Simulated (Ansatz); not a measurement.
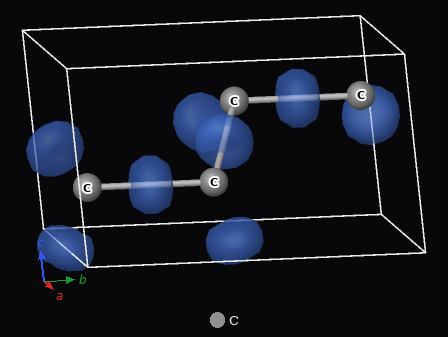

Figure. C. Isosurface of the ELF at 0.85 (blue), seen slightly off an axis. Only the valence region is drawn (cores and ρ < 0.01 e/Å³ removed). Sticks mark near contacts.

Space group P2₁/m; started from the lonsdaleite (2H) prototype, which need not be the ambient phase; changed on purpose from its base cell (shear xy strain +5.0%).

All numbers below come from Ansatz, DFT, r2SCAN, plane waves, PAW.

Core electrons are frozen (PAW), and the valence fields are smoothed inside the atomic spheres.

```
CELL_PARAMETERS angstrom
1.19740 -2.13654 0.00000
0.00000 0.00000 4.16887
-2.50320 -0.06258 0.00000
ATOMIC_POSITIONS crystal
C 0.33297 0.56279 0.66731
C 0.66703 0.06279 0.33269
C 0.33297 0.93721 0.66731
C 0.66703 0.43721 0.33269
```

Where are the electrons localised?

Answer. The surface consists of eight regions between bonded C–C atoms (shared pairs), counted in one cell of 4 atoms. Any copies at cell faces, edges or corners count once. Along the contacts the grid gives the following. C–C (1.51 Å): the ELF peaks at about 0.95 between the atoms; a shared electron pair. C–C (1.56 Å): the ELF peaks at about 0.95 between the atoms; a covalent bond.

Metal or insulator at this level of theory?

Answer. It is gapped, with a Kohn–Sham gap of 3.4 eV on the k-point mesh, an upper bound to the gap of this method.
